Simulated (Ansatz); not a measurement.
**Si$_{3}$C: geometry relaxation (part 3 of 3)**

Continued. System: Si$_{3}$C (4 atoms in the cell). Method: DFT, PBE, plane waves, PAW, no spin polarisation (Ansatz 0.2.0); cutoff 420 eV, 8×8×8 k-mesh, Fermi–Dirac smearing of 0.02 eV. The structure was built on a prototype by a generator.

Geometry of the input (Å; fractional positions):
```
1.6697  0.9640  5.4533
-1.6697  0.9640  5.4533
0.0000  -1.9280  5.4533
C  1.0000  0.0000  -0.0000
Si 0.5000  0.5000  0.5000
Si 0.3750  0.3750  0.3750
Si 0.8750  0.8750  0.8750
```

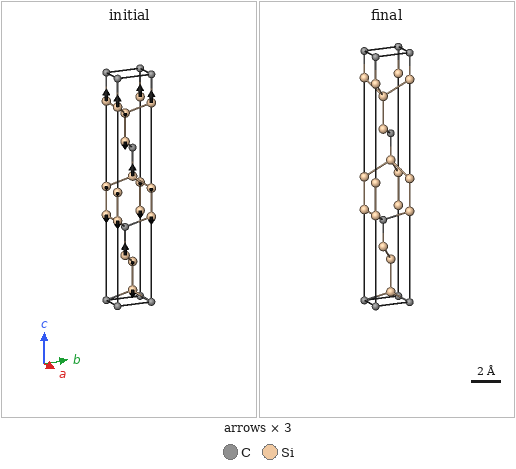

Before (left) and after (right) the relaxation, at one scale (ball-and-stick view of the cell 3 times as large as that of the calculation, set on its symmetry axes, seen slightly off an axis). The black arrows give the displacements (without the part carried along by the change of the cell), magnified 3 times. After 10 geometry steps the energy has fallen by 2.085 eV per cell of the calculation. Largest force component: 6.6 eV/Å at the start, 0.0035 eV/Å at the end. The pressure goes from 33.60 to 0.00 GPa. The line search rejected the trial steps at points 4, 6 (counted from 0) and went back. 1 further SCF at an unchanged geometry re-selected the plane-wave basis for the new cell. The largest move relative to the cell is that of Si4, 0.31 Å. By element the largest moves are Si 0.31 Å, C 0.01 Å. The drawn cell changes as follows: a = b 3.339 → 3.362 Å (+0.7 %), c 16.360 → 17.922 Å (+9.5 %); the volume changes by +11.0 %. Among the contacts that change: Si2–Si3 2.045 → 2.354 Å, Si2–Si4 2.045 → 2.255 Å, C1–Si4 2.045 → 1.917 Å, C1–Si3 2.045 → 2.019 Å. Among the angles that change: Si4–Si2–Si4 109.5° → 96.4°, Si3–Si2–Si4 109.5° → 120.6°, C1–Si4–Si2 109.5° → 120.6°. The space group stays R3m (No. 160). The energy change given includes the shifts at the re-selections in mid-walk, which come without any move. A last SCF at the same geometry on a re-selected plane-wave basis shifts the energy by −0.1 meV per cell of the calculation. (Atoms are counted from 1 in the order of the input.)

```
basis re-selected at this cell: Δ(F+E_penalty+E_count) = -5.727e-5 eV, ΔP = +0.000 GPa vs the last step (what re-selecting the basis moved, of the pressure what is left beyond the Pulay correction that the steps carried, after the strain that the cell walked since its last selection, with what the two solves' SCF thresholds leave and, on support functions, any second-order correction that the steps lacked; it is no measure of the basis error at this ecutwfc). This SCF's stress stands 1.15e-2 GPa from its target on what of the cell is left free (relax.cell.stress_tol is 5.00e-2 GPa) and its largest allowed force component is 3.50e-3 eV/Å (relax.f_tol is 5.00e-3 eV/Å): within both
SCF converged after 5 iterations
Free energy (F): -2157.137607 eV
Harris-Foulkes:  -2157.137607 eV  (|F-HF|=1.73e-11)
Internal energy: -2157.136433 eV  (E = F + TS)
E sigma→0 (E₀):  -2157.137020 eV
Entropy (-TS):   -0.001174 eV (-0.293 meV/atom)
Fermi energy:    8.907052 eV
--- Per-component energies (eV) ---
  E_band       = 36.170576
  E_kinetic    = 212.078650
  E_local      = -174.641425  (includes V_loc(G=0)·N_el)
  E_nonlocal   = 103.604034
  E_hartree    = 55.050828
  E_xc         = -214.797878
  E_vxc        = -201.465211  (∫ρ·V_xc dr)
  E_paw        = -1637.132501  (= ΣΔE_a)
  E_vpaw       = -13.507164  (= ΣTr[D̂ρ^β])
  E_aug_tail   = 0.000024  (compensation charges beyond the density's cutoff)
  E_ewald      = -501.298166
  E_smearing   = -0.001174  (= −TS)
  E_closure    = 0.000000  (closes the sum)
  Σ components = -2157.137607   (vs F -2157.137607, Δ=0.00e0)
--- Forces (eV/Å), atoms counted from 1 ---
  atom   1  C      0.00000000    -0.00000000    -0.00183640
  atom   2  Si     0.00000000     0.00000000     0.00313082
  atom   3  Si     0.00000000     0.00000000    -0.00350084
  atom   4  Si     0.00000000    -0.00000000     0.00220654
  max |Σ_I F_I| component: 1.14e-7 eV/Å
--- Stress (GPa, compression-positive) ---
        0.011508       0.000000       0.000000
        0.000000       0.011508       0.000000
        0.000000       0.000000      -0.009892
  P = ⅓ Tr σ = 0.0044 GPa (0.044 kbar)
--- Band table (eV; the first three rows and the last of 65) ---
  k-point 0: bands = ["-6.3838", "-2.9181", "-0.3381", "5.7796", "5.7796", "7.0025", "9.0120", "9.9193", "9.9193", "11.2650", "12.3801", "12.3801"]
  k-point 1: bands = ["-6.1661", "-2.7050", "-0.1201", "4.6044", "5.5144", "6.8251", "8.2527", "9.2376", "9.7421", "11.3651", "12.2556", "12.7860"]
  k-point 2: bands = ["-5.5383", "-2.0891", "0.3993", "2.7667", "4.9842", "5.5778", "6.3515", "8.2617", "10.1916", "10.7111", "12.2456", "13.1144"]
  k-point 64: bands = ["-6.1579", "-3.9198", "2.3600", "3.4511", "5.7881", "5.7881", "9.6618", "9.6618", "10.1874", "11.5232", "12.8069", "12.8069"]
--- Relaxed structure (11 steps of the walk, 9 accepted, 2 SCFs on fresh bases) ---
  F+E_penalty+E_count = -2157.13760712 eV   max|allowed force component| = 3.501e-3 eV/Å   (the final SCF, on the basis selected at the relaxed cell)
  cell:  # Å, volume = 58.4679 Å³
    - [1.6808451166549483, 0.9704363805668025, 5.974084430792623]
    - [-1.6808451166549483, 0.9704363805668025, 5.974084430792623]
    - [-5.281936797460245e-34, -1.9408727611336036, 5.974084430792623]
  atoms:
    - { symbol: C, position: [0.9992481164775996, -0.0007518835224004095, -0.0007518835224004095] }
    - { symbol: Si, position: [0.49491951618903596, 0.49491951618903596, 0.49491951618903596] }
    - { symbol: Si, position: [0.3635505630363558, 0.3635505630363558, 0.36355056303635574] }
    - { symbol: Si, position: [0.892281804297008, 0.892281804297008, 0.892281804297008] }
```

File v_z.tsv:
```
# z_ang	v_es[eV]	v_tot[eV]
# format = ansatz-planar-average/11
# xc	pbe
# density_cutoff_ev	1680
# datasets	C=:simpson_from_first_knot:soft	Si=:simpson_from_first_knot:soft
# lattice	1.680845117	0.970436381	5.974084431
# lattice	-1.680845117	0.970436381	5.974084431
# lattice	-0.000000000	-1.940872761	5.974084431
# sites	4
# site	6	1.680845117	0.970436381	5.960608984
# site	14	-0.000000000	0.000000000	8.870072928
# site	14	0.000000000	0.000000000	6.515645275
# site	14	-0.000000000	0.000000000	15.991700505
0.000000	9.094919e-1	-9.678746e0
0.261727	1.542442e0	-8.996958e0
0.523455	2.401322e0	-8.068613e0
0.785182	3.120502e0	-7.311942e0
1.046909	3.427520e0	-7.027274e0
1.308636	3.181351e0	-7.315085e0
1.570364	2.381829e0	-8.124419e0
1.832091	1.274263e0	-9.228869e0
2.093818	1.859839e-1	-1.034449e1
2.355545	-6.455797e-1	-1.120938e1
2.617273	-1.071985e0	-1.162139e1
2.879000	-1.025312e0	-1.150990e1
3.140727	-5.144325e-1	-1.088991e1
3.402455	3.719072e-1	-9.872408e0
3.664182	1.473746e0	-8.679646e0
3.925909	2.500814e0	-7.580836e0
4.187636	3.184799e0	-6.809002e0
4.449364	3.512290e0	-6.478975e0
4.711091	3.523088e0	-6.597033e0
4.972818	3.131491e0	-7.145450e0
5.234545	2.399570e0	-7.998782e0
5.496273	1.606566e0	-8.881923e0
5.758000	9.887795e-1	-9.562632e0
6.019727	7.202881e-1	-9.868898e0
```

Trajectory as extended XYZ (Å, eV, eV/Å), 13 frames, from step=1 to step=13:
```
4
Lattice="1.6697 0.9640 5.4533 -1.6697 0.9640 5.4533 0.0000 -1.9280 5.4533" Properties=species:S:1:pos:R:3:forces:R:3 step=1 energy=-2155.05270 pressure_GPa=33.60
C     1.6697    0.9640    5.4533    0.0000   0.0000   0.1096
Si    0.0000    0.0000    8.1800    0.0000   0.0000   0.1633
Si    0.0000    0.0000    6.1350    0.0000   0.0000  -6.5779
Si    0.0000    0.0000   14.3150    0.0000   0.0000   6.3048
4
Lattice="1.7305 0.9991 5.6445 -1.7305 0.9991 5.6445 0.0000 -1.9982 5.6445" Properties=species:S:1:pos:R:3:forces:R:3 step=2 energy=-2156.96513 pressure_GPa=3.76
C     1.7305    0.9991    5.6878    0.0000   0.0000  -1.0867
Si    0.0000    0.0000    8.4285    0.0000   0.0000  -0.2672
Si    0.0000    0.0000    6.1479    0.0000   0.0000   0.0790
Si    0.0000    0.0000   15.0137    0.0000   0.0000   1.2752
4
Lattice="1.7077 0.9859 5.9105 -1.7077 0.9859 5.9105 0.0000 -1.9718 5.9105" Properties=species:S:1:pos:R:3:forces:R:3 step=3 energy=-2157.10961 pressure_GPa=-1.61
C     1.7077    0.9859    5.9078    0.0000   0.0000  -0.2181
Si    0.0000    0.0000    8.7841    0.0000   0.0000   0.2892
Si    0.0000    0.0000    6.4501    0.0000   0.0000  -0.1162
Si    0.0000    0.0000   15.7985    0.0000   0.0000   0.0452
4
Lattice="1.6958 0.9790 5.9241 -1.6958 0.9790 5.9241 0.0000 -1.9581 5.9241" Properties=species:S:1:pos:R:3:forces:R:3 step=4 energy=-2157.12039 pressure_GPa=-0.54
C     1.6958    0.9790    5.9110    0.0000   0.0000   0.0250
Si    0.0000    0.0000    8.8077    0.0000   0.0000  -0.0302
Si    0.0000    0.0000    6.4597    0.0000   0.0000  -0.0099
Si    0.0000    0.0000   15.8475    0.0000   0.0000   0.0149
4
Lattice="1.6696 0.9639 5.9864 -1.6696 0.9639 5.9864 0.0000 -1.9279 5.9864" Properties=species:S:1:pos:R:3:forces:R:3 step=5 energy=-2157.11969 pressure_GPa=0.91 accepted=F
C     1.6696    0.9639    5.9670    0.0000   0.0000   0.1799
Si    0.0000    0.0000    8.8859    0.0000   0.0000   0.0370
Si    0.0000    0.0000    6.5201    0.0000   0.0000   0.1814
Si    0.0000    0.0000   16.0420    0.0000   0.0000  -0.3983
4
Lattice="1.6827 0.9715 5.9639 -1.6827 0.9715 5.9639 0.0000 -1.9430 5.9639" Properties=species:S:1:pos:R:3:forces:R:3 step=6 energy=-2157.12670 pressure_GPa=-0.16
C     1.6827    0.9715    5.9514    0.0000   0.0000  -0.0235
Si    0.0000    0.0000    8.8558    0.0000   0.0000  -0.0144
Si    0.0000    0.0000    6.5061    0.0000   0.0000  -0.0430
Si    0.0000    0.0000   15.9609    0.0000   0.0000   0.0809
4
Lattice="1.6794 0.9696 5.9694 -1.6794 0.9696 5.9694 0.0000 -1.9392 5.9694" Properties=species:S:1:pos:R:3:forces:R:3 step=7 energy=-2157.12639 pressure_GPa=0.01 accepted=F
C     1.6794    0.9696    5.9576    0.0000   0.0000  -0.0096
Si    0.0000    0.0000    8.8624    0.0000   0.0000   0.0252
Si    0.0000    0.0000    6.5044    0.0000   0.0000   0.1120
Si    0.0000    0.0000   15.9845    0.0000   0.0000  -0.1278
4
Lattice="1.6810 0.9706 5.9659 -1.6810 0.9706 5.9659 0.0000 -1.9411 5.9659" Properties=species:S:1:pos:R:3:forces:R:3 step=8 energy=-2157.12703 pressure_GPa=-0.04
C     1.6810    0.9706    5.9532    0.0000   0.0000  -0.0061
Si    0.0000    0.0000    8.8580    0.0000   0.0000   0.0031
Si    0.0000    0.0000    6.5063    0.0000   0.0000  -0.0015
Si    0.0000    0.0000   15.9696    0.0000   0.0000   0.0046
4
Lattice="1.6808 0.9704 5.9661 -1.6808 0.9704 5.9661 0.0000 -1.9408 5.9661" Properties=species:S:1:pos:R:3:forces:R:3 step=9 energy=-2157.12705 pressure_GPa=-0.01
C     1.6808    0.9704    5.9531    0.0000   0.0000  -0.0013
Si    0.0000    0.0000    8.8582    0.0000   0.0000   0.0020
Si    0.0000    0.0000    6.5063    0.0000   0.0000   0.0000
Si    0.0000    0.0000   15.9702    0.0000   0.0000  -0.0007
4
Lattice="1.6808 0.9704 5.9661 -1.6808 0.9704 5.9661 0.0000 -1.9408 5.9661" Properties=species:S:1:pos:R:3:forces:R:3 step=10 energy=-2157.13750 pressure_GPa=0.22
C     1.6808    0.9704    5.9531    0.0000   0.0000   0.0035
Si    0.0000    0.0000    8.8582    0.0000   0.0000   0.0024
Si    0.0000    0.0000    6.5063    0.0000   0.0000  -0.0004
Si    0.0000    0.0000   15.9702    0.0000   0.0000  -0.0055
4
Lattice="1.6810 0.9705 5.9795 -1.6810 0.9705 5.9795 0.0000 -1.9410 5.9795" Properties=species:S:1:pos:R:3:forces:R:3 step=11 energy=-2157.13743 pressure_GPa=-0.14
C     1.6810    0.9705    5.9651    0.0000   0.0000   0.0062
Si    0.0000    0.0000    8.8790    0.0000   0.0000  -0.0139
Si    0.0000    0.0000    6.5207    0.0000   0.0000   0.0186
Si    0.0000    0.0000   16.0069    0.0000   0.0000  -0.0111
4
Lattice="1.6808 0.9704 5.9741 -1.6808 0.9704 5.9741 0.0000 -1.9409 5.9741" Properties=species:S:1:pos:R:3:forces:R:3 step=12 energy=-2157.13755 pressure_GPa=0.00
C     1.6808    0.9704    5.9606    0.0000   0.0000  -0.0018
Si    0.0000    0.0000    8.8701    0.0000   0.0000   0.0031
Si    0.0000    0.0000    6.5156    0.0000   0.0000  -0.0035
Si    0.0000    0.0000   15.9917    0.0000   0.0000   0.0022
4
Lattice="1.6808 0.9704 5.9741 -1.6808 0.9704 5.9741 0.0000 -1.9409 5.9741" Properties=species:S:1:pos:R:3:forces:R:3 step=13 energy=-2157.13761 pressure_GPa=0.00
C     1.6808    0.9704    5.9606    0.0000   0.0000  -0.0018
Si    0.0000    0.0000    8.8701    0.0000   0.0000   0.0031
Si    0.0000    0.0000    6.5156    0.0000   0.0000  -0.0035
Si    0.0000    0.0000   15.9917    0.0000   0.0000   0.0022
```

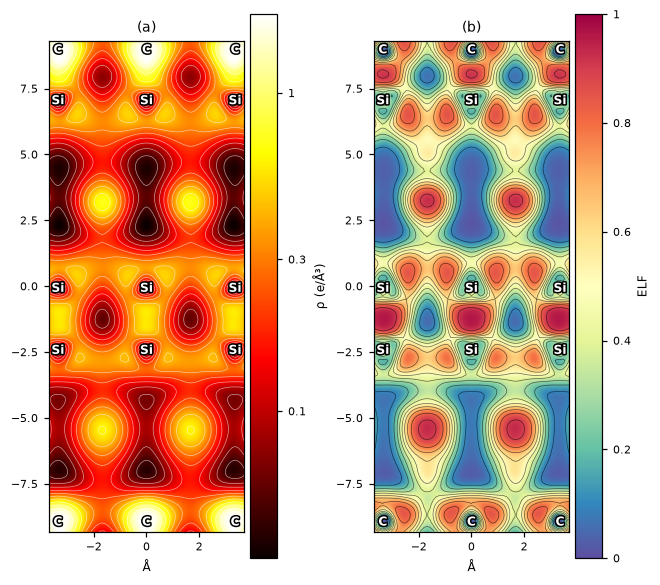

(a) valence electron density; (b) electron localisation function on the (010) plane of the conventional cell. Si–C (1.92 Å): ρ at the midpoint is about 0.82 e/Å³; the ELF peaks at about 0.90 between the atoms, as expected for localised, shared-pair bonding. Away from the nuclei the density in this plane falls to 0.03 e/Å³ at its lowest. In a PAW calculation such maps are meaningful between the atoms, not at the nuclei.
